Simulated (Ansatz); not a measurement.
# C(111): modes of surface species

Aim: bond lengths and vibrational modes of species bound on C(111).

Calculated with Ansatz 0.2.0; DFT PBE, scalar-relativistic, plane waves, PAW; PAW set soft_1.

## 1. The bulk crystal behind the slab

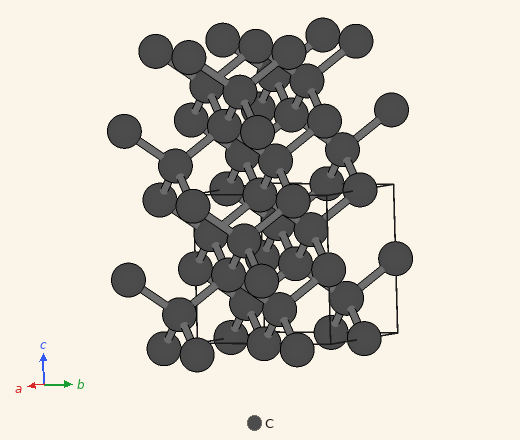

Start, viewed slightly off an axis; carbon dark grey. 2×1×2 cells are drawn. This picture shows the conventional cell, with its axes. Some periodic images of atoms are drawn too.

## 2. Relaxation of the host

The host crystal is relaxed at the same level, and its volume sets the scale of the cells that follow.

The input, input.yaml:

```yaml
crystal:
  lattice:
    - [0.0, 1.785, 1.785]
    - [1.785, 0.0, 1.785]
    - [1.785, 1.785, 0.0]
  atoms:
    - { symbol: C, position: [0.0, 0.0, 0.0] }
    - { symbol: C, position: [0.25, 0.25, 0.25] }
kpoints:
  mp_grid: { grid: [14, 14, 14] }
hamiltonian:
  xc: pbe
  pseudopotentials: { kind: paw, azcp: { folder: soft_1 } }
scf:
  occupations: { method: gaussian, width: 0.02 }
output:
  forces: true
  stress: true
  eigenvalues: true
relax:
  adjacent_minimum: "off"
  f_tol: 0.002
  max_steps: 60
  cell: { stress_tol: 0.02 }
```

Run with:

```
> ansatz run input.yaml --threads 8 --pin off --max-ram 20480MiB --backend cpu --events-out ev --progress --plain --runs-dir out
```

Numbers of over 12 decimals in the logs are rounded to 6 here.

What it wrote:

```text
The last accepted step is kept in <dir> (removed where the run ends without a failure and the disk answers)
Engine: ansatz 0.2.0, aarch64-unknown-linux-gnu
Pseudopotentials: kind: paw
Pseudopotential: C, paw, valence charge 4, recommended cutoff 420 eV (normal), soft_1/C.paw.azcp
Functional definition: PBE
  parameter kappa = 0.804
  parameter beta = 0.066725
  exchange = pbe_x(kappa = kappa, mu = beta*pi^2/3)
[...]
--- Relaxed structure (3 steps of the walk, 3 accepted, 1 SCFs on fresh bases) ---
  F+E_penalty+E_count = -501.61476185 eV   max|allowed force component| = 9.252e-17 eV/Å   (the final SCF, on the basis selected at the relaxed cell)
  cell:  # Å, volume = 11.3901 Å³
    - [0, 1.785801, 1.785801]
    - [1.785801, 0, 1.785801]
    - [1.785801, 1.785801, 0]
  atoms:
    - { symbol: C, position: [0, 0, 0] }
    - { symbol: C, position: [0.25, 0.25, 0.25] }
[key lines of the parts left out:]
SCF converged after 7 iterations
Free energy (F): -501.614762 eV
Fermi energy:    15.337452 eV
P = ⅓ Tr σ = 0.0098 GPa (0.098 kbar)
```

Run time: 1.3 s. Hardware: 8 threads of Arm Neoverse N1, shared host; peak memory 0.26 GiB; 6.5 s of CPU time.

Little changed from the start: no atom moved by 0.005 Å and no cell edge by 0.1 %.

This step gave:

```
pressure          : 0.009776 GPa
gap on the k-mesh : 4.128 eV
volume per atom   : 5.695 Å³
```

The forces vanish by symmetry.

## 3. Letting the atoms settle: CH3

The slab carries CH3. Its plane takes the lattice constant of the bulk relaxed at this level. The lowest layers and the H atoms that close the back face are held, and the other atoms relax. The program lengthens the typed cell of 26.8 Å along the normal to 47.3 Å, as its cut-off of the electrostatics needs, and moves no atom.

System of this step: CH3 on C(111). The cell holds 15 atoms: 11 C and 4 H. Cell: a = 2.526 Å, b = 2.526 Å, c = 47.290 Å, α = 90.0°, β = 90.0°, γ = 120.0°. It derives from C. Vacuum lies along c.

The input, input.yaml:

```yaml
crystal:
  lattice:
    - [2.5255025783, 0.0, 0.0]
    - [-1.2627562914, 2.1871508423, 0.0]
    - [0.0, 0.0, 26.7518470426]
  atoms:
    - { symbol: C, position: [0.0, 0.0, 0.321617] }
    - { symbol: C, position: [0.333333, 0.666667, 0.340888] }
    - { symbol: C, position: [0.333333, 0.666667, 0.398699] }
    - { symbol: C, position: [0.666667, 0.333333, 0.417969] }
    - { symbol: C, position: [0.666667, 0.333333, 0.47578] }
    - { symbol: C, position: [0.0, 0.0, 0.49505] }
    - { symbol: C, position: [0.0, 0.0, 0.552861] }
    - { symbol: C, position: [0.333333, 0.666667, 0.572131] }
    - { symbol: C, position: [0.333333, 0.666667, 0.629942] }
    - { symbol: C, position: [0.666667, 0.333333, 0.649213] }
    - { symbol: H, position: [0.0, 0.0, 0.28048] }
    - { symbol: C, position: [0.666667, 0.333333, 0.705309] }
    - { symbol: H, position: [0.137679, 0.559212, 0.71952] }
    - { symbol: H, position: [0.440786, 0.578466, 0.71952] }
    - { symbol: H, position: [0.421536, 0.862321, 0.71952] }
  periodic: [true, true, false]
kpoints:
  mp_grid: { grid: [10, 10, 1] }
hamiltonian:
  xc: pbe
  pseudopotentials: { kind: paw, azcp: { folder: soft_1 } }
scf:
  occupations: { method: gaussian, width: 0.03 }
output:
  forces: true
  eigenvalues: true
relax:
  adjacent_minimum: "off"
  f_tol: 0.003
  max_steps: 120
  constraints: [{ sites: [0, 1, 10] }]
```

What it wrote:

```text
Warning: crystal.periodic: the lattice vector that does not repeat stood 0.000° off the slab's normal, 26.752 Å along it as the deck builds it. The run solves the slab on a vector along the normal, 47.290 Å long, with every atom where it was (on the deck's vector they left 15.01 Å outside them, and the widest stretch free of ions among them is 1.55 Å). A fractional position that the run reports is one of the run's ce [...]
Warning: the atoms were moved onto the symmetric positions of the space group found under crystal.symmetry.tolerance 1.0e-5 (fractional; no operation is sought that the atoms, as they stand in a round, miss by more than twice it, and no atom is moved by as much as it), and the run uses the moved positions. Before a round's move an operation carried an atom to 7.07e-6 Å from where it should land, the largest such dist [...]
[...]
crystal.periodic: the lattice vector that does not repeat stood 0.000° off the slab's normal, 26.752 Å along it as the deck builds it. The run solves the slab on a vector along the normal, 47.290 Å long, with every atom where it was (on the deck's vector they left 15.01 Å outside them, and the widest stretch free of ions among them is 1.55 Å). A fractional position that the run reports is one of the run's cell, which [...]
[...]
Crystal: 15 atoms, lattice volume = 261.215 Å³
Basis set: ecut = 420 eV, 5169 PW (Γ), exchange–correlation on 36×36×640 points (8 copies of the dense FFT grid, shifted against one another)
Bands: 39, of which v1, the nominal top of the filled ones, is band 24 counted from 1 (23 counted from 0)
Symmetry: 3 space group operations
[...]
k-points: 18 of 100 (time reversal used)
[...]
SCF iter   1: F=—  HF=-2819.983464 eV  |F-HF|=—  |Δ(HF+E_count)|=         —  Δρ=8.19e-2  dr2=1.47e1  ethr=3.10e-3  ⟨swp⟩=11.1  Hψ=5670  notcnv=0  defer=73
[...]
SCF iter  12: F=-2814.493142 eV  HF=-2814.493142 eV  |F-HF|=1.08e-10  |Δ(HF+E_count)|=   4.58e-9  Δρ=3.43e-7  dr2=2.68e-10  ethr=6.46e-12  ⟨swp⟩=4.2  Hψ=2777  notcnv=0
SCF 1 converged in 12 iterations: F = -2814.493142 eV  dr2 = 2.68e-10
[...]
relax step   1: F+E_penalty+E_count = -2814.49314173 eV  Δ(F+E_penalty+E_count) = +0.000e0 eV  max|allowed force component| = 1.371e1 eV/Å  Δτ_max = 0.0000 Å  (12 SCF iters, dr2 threshold 2.25e-7 eV, accepted)
[...]
SCF iter   6: F=-2817.089353 eV  HF=-2817.089358 eV  |F-HF|=5.04e-6  |Δ(HF+E_count)|=   3.00e-7  Δρ=4.37e-5  dr2=8.32e-6  ethr=1.03e-7  ⟨swp⟩=28.6  Hψ=6145  notcnv=0
SCF 2 converged in 6 iterations: F = -2817.089353 eV  dr2 = 8.32e-6
[...]
relax step   2: F+E_penalty+E_count = -2817.08935262 eV  Δ(F+E_penalty+E_count) = -2.596e0 eV  max|allowed force component| = 5.898e0 eV/Å  Δτ_max = 0.1124 Å  (6 SCF iters, dr2 threshold 1.00e-4 eV, accepted)
[...]
SCF iter   6: F=-2818.335533 eV  HF=-2818.335537 eV  |F-HF|=3.98e-6  |Δ(HF+E_count)|=   3.36e-5  Δρ=4.92e-5  dr2=7.95e-6  ethr=2.08e-7  ⟨swp⟩=27.9  Hψ=6516  notcnv=0
SCF 3 converged in 6 iterations: F = -2818.335533 eV  dr2 = 7.95e-6
[...]
relax step   3: F+E_penalty+E_count = -2818.33553270 eV  Δ(F+E_penalty+E_count) = -1.246e0 eV  max|allowed force component| = 1.821e0 eV/Å  Δτ_max = 0.2000 Å  (6 SCF iters, dr2 threshold 1.00e-4 eV, accepted)
[...]
relax step   4: F+E_penalty+E_count = -2819.07445817 eV  Δ(F+E_penalty+E_count) = -7.389e-1 eV  max|allowed force component| = 1.497e0 eV/Å  Δτ_max = 0.2000 Å  (5 SCF iters, dr2 threshold 1.00e-4 eV, accepted)
[...]
relax step   5: F+E_penalty+E_count = -2819.31279012 eV  Δ(F+E_penalty+E_count) = -2.383e-1 eV  max|allowed force component| = 2.129e0 eV/Å  Δτ_max = 0.2000 Å  (6 SCF iters, dr2 threshold 1.00e-4 eV, accepted)
[...]
relax step   6: F+E_penalty+E_count = -2818.55224767 eV  Δ(F+E_penalty+E_count) = +7.605e-1 eV  max|allowed force component| = 4.016e0 eV/Å  Δτ_max = 0.1930 Å  (6 SCF iters, dr2 threshold 1.00e-4 eV, rejected (line search))
[...]
relax step   7: F+E_penalty+E_count = -2819.43525547 eV  Δ(F+E_penalty+E_count) = -1.225e-1 eV  max|allowed force component| = 3.996e-2 eV/Å  Δτ_max = 0.0502 Å  (10 SCF iters, dr2 threshold 1.00e-7 eV, accepted)
[...]
relax step   8: F+E_penalty+E_count = -2819.43530479 eV  Δ(F+E_penalty+E_count) = -4.932e-5 eV  max|allowed force component| = 3.350e-2 eV/Å  Δτ_max = 0.0037 Å  (8 SCF iters, dr2 threshold 9.98e-8 eV, accepted)
[...]
relax step   9: F+E_penalty+E_count = -2819.43532227 eV  Δ(F+E_penalty+E_count) = -1.748e-5 eV  max|allowed force component| = 8.734e-4 eV/Å  Δτ_max = 0.0007 Å  (7 SCF iters, dr2 threshold 7.02e-8 eV, accepted)
[...]
SCF iter   2: F=-2819.435322 eV  HF=-2819.435322 eV  |F-HF|=3.14e-11  |Δ(HF+E_count)|=   3.53e-5  Δρ=2.27e-7  dr2=1.16e-10  ethr=1.00e-12  ⟨swp⟩=7.2  Hψ=3171  notcnv=0
SCF 10 converged in 2 iterations: F = -2819.435322 eV  dr2 = 1.16e-10
relax step  10: F+E_penalty+E_count = -2819.43532227 eV  Δ(F+E_penalty+E_count) = -1.664e-10 eV  max|allowed force component| = 8.777e-4 eV/Å  Δτ_max = 0.0000 Å  (2 SCF iters, accepted)
SCF converged after 2 iterations
Free energy (F): -2819.435322 eV
[...]
Internal energy: -2819.435322 eV  (E = F + TS)
E sigma→0 (E₀):  -2819.435322 eV
Fermi energy:    -1.745982 eV
[...]
--- Forces (eV/Å), atoms counted from 1 ---
  atom   1  C      0.00000000    -0.00000000     1.05922075
  atom   2  C     -0.00000000     0.00000000    -0.88746407
  atom   3  C      0.00000000    -0.00000000    -0.00009080
  atom   4  C     -0.00000000     0.00000000     0.00019537
  atom   5  C      0.00000000    -0.00000000    -0.00020376
  atom   6  C     -0.00000000     0.00000000     0.00007581
  atom   7  C      0.00000000    -0.00000000    -0.00048061
  atom   8  C     -0.00000000     0.00000000     0.00017346
  atom   9  C      0.00000000    -0.00000000    -0.00060471
  atom  10  C     -0.00000000     0.00000000     0.00087768
  atom  11  H      0.00000000     0.00000000    -0.17172906
  atom  12  C      0.00000000     0.00000000     0.00024802
  atom  13  H     -0.00013976    -0.00011959    -0.00007125
  atom  14  H      0.00017344    -0.00006124    -0.00007125
  atom  15  H     -0.00003369     0.00018083    -0.00007125
  max |Σ_I F_I| component: 4.33e-6 eV/Å
--- Band table (eV; the first three rows and the last of 18) ---
  k-point 0: bands = [... 20 lower, -3.1974, -3.1974, -2.3283, -2.3283, -1.1642 (-1.1645°), -0.3958 (-0.3966°?), -0.0295, 0.7512, ... 11 higher]
  k-point 1: bands = [... 20 lower, -3.9871, -3.5507, -3.2749, -2.7176, -0.8873 (-0.8875°), -0.1646 (-0.1649°?), 0.2753, 1.0478, ... 11 higher]
  k-point 2: bands = [... 20 lower, -5.1575, -4.4839, -4.3881, -3.5953, -0.0942 (-0.0943°), 0.5205 (0.5204°), 1.1826, 1.9242, ... 11 higher]
  k-point 17: bands = [... 20 lower, -8.0382, -7.9583, -7.7347, -7.1728, 3.2235, 3.6938, 4.0331, 4.4626, ... 11 higher]
  ° read free of the cell's end (the report's vacuum.weakly_bound_levels)
  °? not known for the slab's own: over its row's bound_up_to_ev there, or no deeper under its free states than its continued_xc_part_ev in size
--- Relaxed structure (10 steps of the walk, 9 accepted, 0 SCFs on fresh bases) ---
  F+E_penalty+E_count = -2819.43532227 eV   max|allowed force component| = 8.777e-4 eV/Å
  cell:  # Å, volume = 261.2151 Å³
    - [2.525503, 2.8880503840135055e-6, 0.0]
    - [-1.262754, 2.187149, 0.0]
    - [0.0, 0.0, 47.290262]
  atoms:
    - { symbol: C, position: [3.766533170291219e-17, -1.6447526951106396e-18, 0.181937] }
    - { symbol: C, position: [0.333333, 0.666667, 0.192839] }
    - { symbol: C, position: [0.333333, 0.666667, 0.225525] }
    - { symbol: C, position: [0.666667, 0.333333, 0.236416] }
    - { symbol: C, position: [0.666667, 0.333333, 0.269121] }
    - { symbol: C, position: [3.7681723088856175e-17, -1.622361677974044e-18, 0.280019] }
    - { symbol: C, position: [3.768223220324666e-17, -1.621666215791626e-18, 0.312722] }
    - { symbol: C, position: [0.333333, 0.666667, 0.323623] }
    - { symbol: C, position: [0.333333, 0.666667, 0.356307] }
    - { symbol: C, position: [0.666667, 0.333333, 0.367225] }
    - { symbol: H, position: [3.766533170291219e-17, -1.6447526951106396e-18, 0.158666] }
    - { symbol: C, position: [0.666667, 0.333333, 0.399514] }
    - { symbol: H, position: [0.038241, 0.332466, 0.408758] }
    - { symbol: H, position: [0.667534, 0.705775, 0.408758] }
    - { symbol: H, position: [0.294225, 0.961759, 0.408758] }
```

The job ended after 57 s (8 threads; peak memory 0.78 GiB; 7.1 min of CPU time).

Relaxation path:

| step | energy less that of the first step (eV) | largest force component (eV/Å) |
| --- | --- | --- |
| 1 | 0.0000 | 13.7105 |
| 2 | -2.5962 | 5.8982 |
| 3 | -3.8424 | 1.8214 |
| 4 | -4.5813 | 1.4975 |
| 5 | -4.8196 | 2.1289 |
| 6 | -4.0591 | 4.0163 |
| 7 | -4.9421 | 0.0400 |
| 8 | -4.9422 | 0.0335 |
| 9 | -4.9422 | 0.0009 |
| 10 | -4.9422 | 0.0009 |

Relaxation step 6 was tried and not accepted.

Forces are held to the 3 operations that the run works with; a distortion that breaks them can't arise in this run.

The atoms that moved most (Å):

```csv
atom,dx,dy,dz,length
H15,-0.447,0.217,0.082,0.504
H14,0.412,0.278,0.082,0.504
H13,0.035,-0.496,0.082,0.504
C12,0.000,0.000,0.025,0.025
```

This step gave:

| Item | Value |
| --- | --- |
| gap on the k-mesh | 1.164 eV |

The largest force component left on a free atom is 0.88 meV/Å.

(Continued in part 2 of 3.)

[Logs are printed without paths, hosts, clocks, repeated set-up lines and the standing remarks that a program may print on its own settings, such as how far it seeks lower states.]

[Hosts, paths, dates, database ids (printed as entryN), source tags and the programs' standing remarks are cut or masked in the printed files.]
